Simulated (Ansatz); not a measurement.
# Calculations on Ni2H

## 1. Vibrations

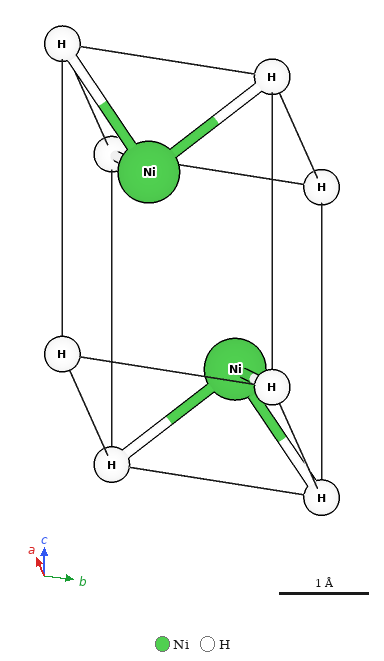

Phonons of solid Ni₂H, space group P-3m1 (No. 164), at the zone centre. A ball-and-stick model of the cell of the calculation, seen from a free direction.

Theory: Ansatz 0.2.0, DFT LDA, scalar-relativistic, plane waves, PAW. Set-up: plane-wave cutoff 420 eV; k-point mesh 18 × 18 × 10; occupations fermi dirac; smearing width 0.15 eV; no spin polarisation.

The frequencies depend somewhat on the k-mesh and the smearing.

### List the optical modes.

The calculation's cell holds 3 atoms, so there are 6 optical modes, in 4 levels. The optical modes span E_g + A₁g + E_u + A₂u. No level is unstable.

```tsv
level	symmetry	frequency (cm⁻¹)	activity
1	E_g	142	Raman-active
2	A₁g	306	Raman-active
3	E_u	785	infrared-active
4	A₂u	806	infrared-active
```

The crystal is a metal, so free carriers screen the infrared response.

The modes drawn as arrows (one member of each degenerate set):

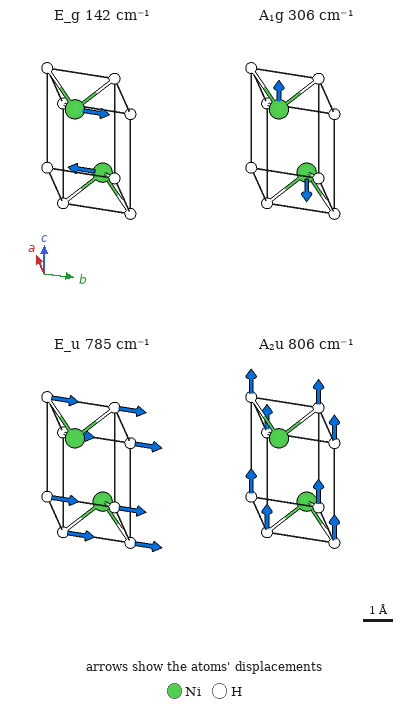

Limits of the set-up: an element that often carries a moment was run without spin polarisation.

## 2. Vibrations

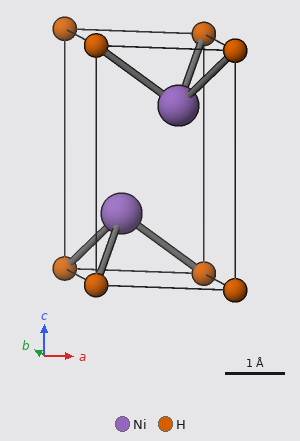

Lattice vibrations of solid Ni2H at 0.98 times its rest volume, space group P-3m1 (No. 164), at the zone centre. The picture is a ball-and-stick view of the cell of the calculation, seen slightly off an axis.

The calculation used Ansatz, DFT LDA, scalar-relativistic, plane waves, PAW. Settings: plane-wave cutoff 420 eV; k-point mesh 18 × 18 × 10; occupations fermi dirac; smearing width 0.15 eV; no spin polarisation.

The frequencies depend somewhat on the k-mesh and the smearing.

List the optical modes.

Answer. The calculation's cell holds 3 atoms, so there are 6 optical modes, in 4 levels. The optical modes span E_g + A₁g + E_u + A₂u. No level is unstable.

| level | symmetry | frequency (cm⁻¹) | activity |
| --- | --- | --- | --- |
| 1 | E_g | 147 | Raman-active |
| 2 | A₁g | 320 | Raman-active |
| 3 | E_u | 820 | infrared-active |
| 4 | A₂u | 847 | infrared-active |

The crystal is a metal, so free carriers screen the infrared response.

The displacement patterns (one member of each degenerate set):

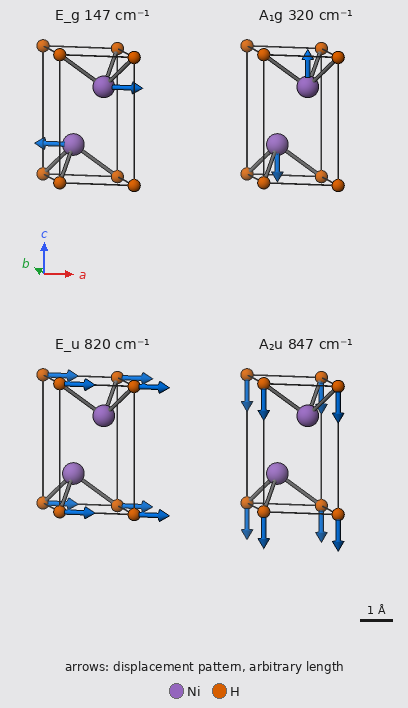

Limits of the set-up: an element that often carries a moment was run without spin polarisation.

## 3. Softest mode

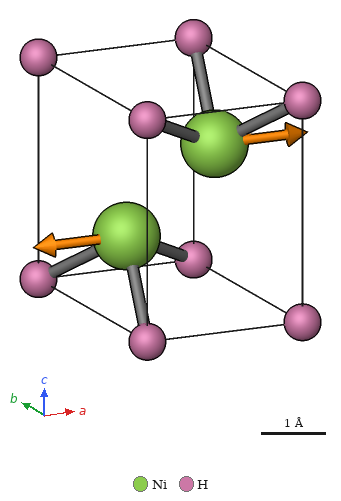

The lowest optical mode of a crystal of Ni₂H at 1.02 times its rest volume, space group P-3m1 (No. 164), at the zone centre. Displacements are drawn as orange arrows; their common scale and sign are arbitrary. Style: ball-and-stick. Shown: the cell of the calculation, from a free direction.

These are results of DFT LDA, scalar-relativistic, plane waves, PAW in Ansatz, not measurements. (plane-wave cutoff 420 eV; k-point mesh 18 × 18 × 10; occupations fermi dirac; smearing width 0.15 eV; no spin polarisation)

The frequencies depend somewhat on the k-mesh and the smearing.

**Is this crystal at a minimum with respect to the drawn distortion?**

Yes: this softest mode has a real frequency, and so have all others here. That speaks for this wave vector alone: the rest of the zone wasn't checked in this run. This is the E_g mode (doubly degenerate; one member of the set is drawn) at 16.9 meV, the lowest optical level, Raman-active by symmetry. The H atoms stay at rest; all motion is along a; atoms of one kind move against one another, with no net shift of their sublattice.

Limits of the set-up: an element that often carries a moment was run without spin polarisation.
